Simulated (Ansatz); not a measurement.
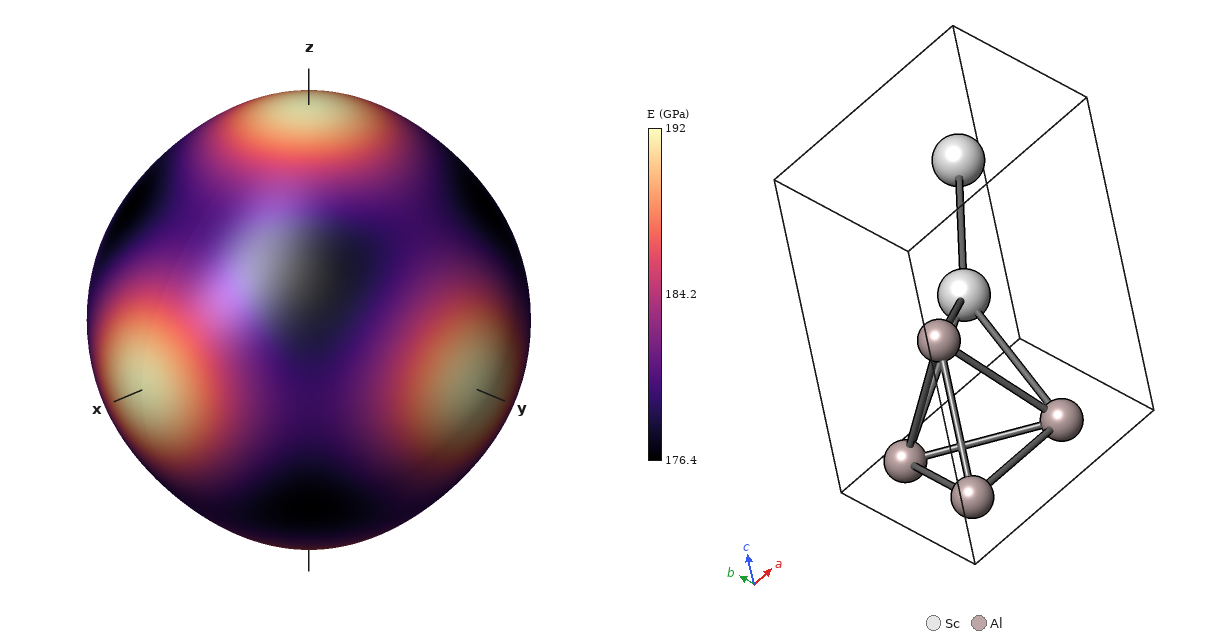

Young's modulus as a surface whose radius and colour give its value in each direction for ScAl₂, space group Fd-3m (No. 227). The cell is drawn beside the plot.

Over all directions E runs from 176 to 192 GPa, a ratio of 1.09, so the solid is nearly isotropic. E is 192 GPa along x, y and z alike, and 176 GPa along the body diagonal x + y + z. The Hill averages are K = 97 GPa and G = 77 GPa, Poisson's ratio 0.19; K/G = 1.26, below Pugh's empirical 1.75, a sign of brittle behaviour.

Calculation (Ansatz 0.2.0): elastic stress-strain coefficients at zero temperature from small strains of the given cell, Voigt order xx yy zz yz xz xy, Cartesian axes of the cell vectors; plane waves with PAW datasets, Γ-centred k mesh. Level: LDA, no spin polarisation.

```
         setting        value
     wave cutoff       420 eV
          k mesh        8×8×8
     occupations  Fermi–Dirac
  smearing width      0.15 eV
            ions      relaxed
strain amplitude        0.005
```

Structure:
```yaml
crystal:
  lattice:
    - [0.00000, 3.72705, 3.72705]
    - [3.72705, 0.00000, 3.72705]
    - [3.72705, 3.72705, 0.00000]
  atoms:
    - { symbol: Sc, position: [0.50000, 0.50000, 0.50000] }
    - { symbol: Sc, position: [0.75000, 0.75000, 0.75000] }
    - { symbol: Al, position: [0.12500, 0.12500, 0.12500] }
    - { symbol: Al, position: [0.62500, 0.12500, 0.12500] }
    - { symbol: Al, position: [0.12500, 0.62500, 0.12500] }
    - { symbol: Al, position: [0.12500, 0.12500, 0.62500] }
```

Limits of the calculation: metal sensitive to the k mesh.
